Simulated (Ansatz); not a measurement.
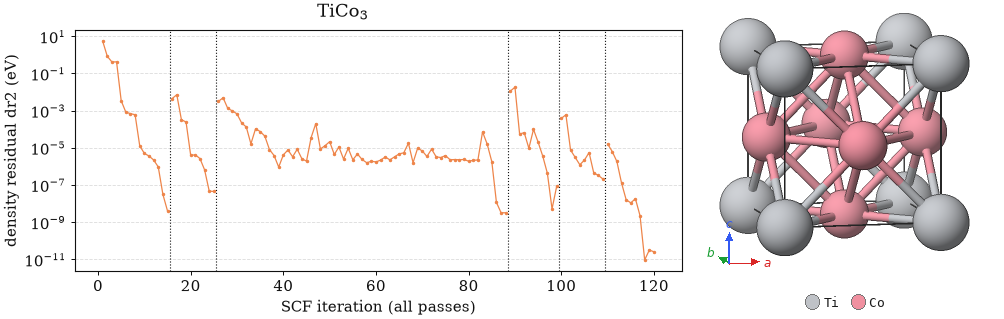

Beside the plot: the structure in its conventional cell.

The plot shows the SCF iterations of a calculation: density residual dr2. Each stretch between dotted lines is the SCF of one geometry step of a relaxation. dr2 is the charge part; the magnetisation has a residual of its own. Pass 6 re-solves the same geometry on a plane-wave basis chosen afresh for the new cell.

Program: Ansatz.

```
crystal:
  lattice:
    - [3.571, 0.0, 0.0]
    - [0.0, 3.571, 0.0]
    - [0.0, 0.0, 3.571]
  atoms:
    - { symbol: Ti, position: [0.0, 0.0, 0.0], spin: -0.36 }
    - { symbol: Co, position: [0.0, 0.5, 0.5], spin: 1.15 }
    - { symbol: Co, position: [0.5, 0.0, 0.5], spin: 1.15 }
    - { symbol: Co, position: [0.5, 0.5, 0.0], spin: 1.15 }
basis:
  ecutwfc: 420
kpoints:
  mp_grid: { grid: [12, 12, 12] }
hamiltonian:
  xc: pbesol
scf:
  occupations: { method: gaussian, width: 0.1 }
output:
  forces: true
  stress: true
  eigenvalues: true
  populations: true
magnetization:
  spin_polarized: true
relax:
  adjacent_minimum: "off"
  f_tol: 0.005
  max_steps: 80
  cell: { stress_tol: 0.05 }
```

Command:
```bash
ansatz run input.yaml --threads 1 --pin off --max-ram 2560MiB --backend cpu --events-out ev --progress --plain --runs-dir out
```

### How did this run end?

It converged, after 120 iterations in all. There are 6 passes, of 15, 10, 63, 11, 10 and 11 iterations. In pass 3 (steps counted along the axis), the residual falls unevenly and jumps up by a factor of two or more 12 times on the way down, most sharply at step 83 (by a factor of about 30). After iteration 81 the program gave up density mixing and went on by direct minimisation of the free energy. The relaxation met its thresholds.
